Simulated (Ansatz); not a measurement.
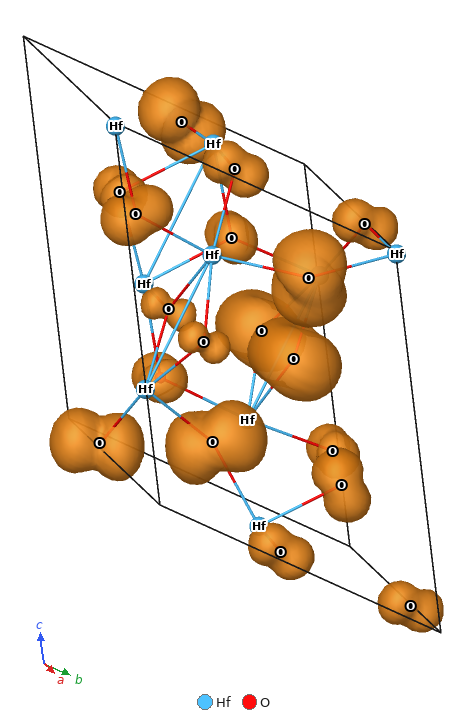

The picture shows: Hf₇O₁₆ (cell with a defect). Isosurface of the magnetisation density (up minus down) at +0.03 e/Å³ (orange), seen slightly off an axis. Sticks mark near contacts.

Spin-polarised.

Method: Ansatz 0.2.0, DFT PBEsol, scalar-relativistic, plane waves, PAW.

```xyz
23
Lattice="-4.8301 -4.8301 0.0000 -4.8301 4.8301 0.0000 4.8301 0.0000 -6.4194" Properties=species:S:1:pos:R:3 pbc="T T T"
Hf   -4.9098    0.0175   -0.0291
Hf   -0.0922    0.0802   -3.1947
Hf   -0.0315   -4.7642   -6.3588
Hf   -2.5211    2.4426   -1.5239
Hf   -2.2893   -2.4816   -4.7434
Hf   -2.3571   -2.5531   -1.6451
Hf   -2.4653    2.5009   -4.8650
O    -3.9145    3.9229   -1.6594
O    -3.9659   -1.3372   -5.2059
O    -3.5061   -0.8776   -1.1818
O     0.8900   -0.9312   -4.7314
O    -3.2264    1.5409   -3.2213
O     1.4228    1.4935   -6.3228
O    -3.3979   -3.3354   -3.2027
O    -3.3326    1.4246   -6.4071
O    -1.5638    3.2099   -3.1671
O    -1.4445   -1.5062   -6.4070
O    -1.5125   -1.4390   -3.1853
O    -1.5106   -1.4345   -0.0596
O    -0.9909    0.9748   -1.5642
O    -0.9837   -3.9322   -4.8803
O    -5.7257    0.9841   -1.5091
O    -0.9892    0.9779   -4.8246
```

Where is the spin, and how is it ordered?

Answer. The spin density sits on O: +0.6 μB (×4) and +0.3 μB (×2) in one cell of 23 atoms, with smaller moments on other sites: O (up to +0.11 μB): parallel main moments (a ferromagnetic arrangement) in this solution. The cell of the calculation (23 atoms) carries 4.0 μB of net spin moment.
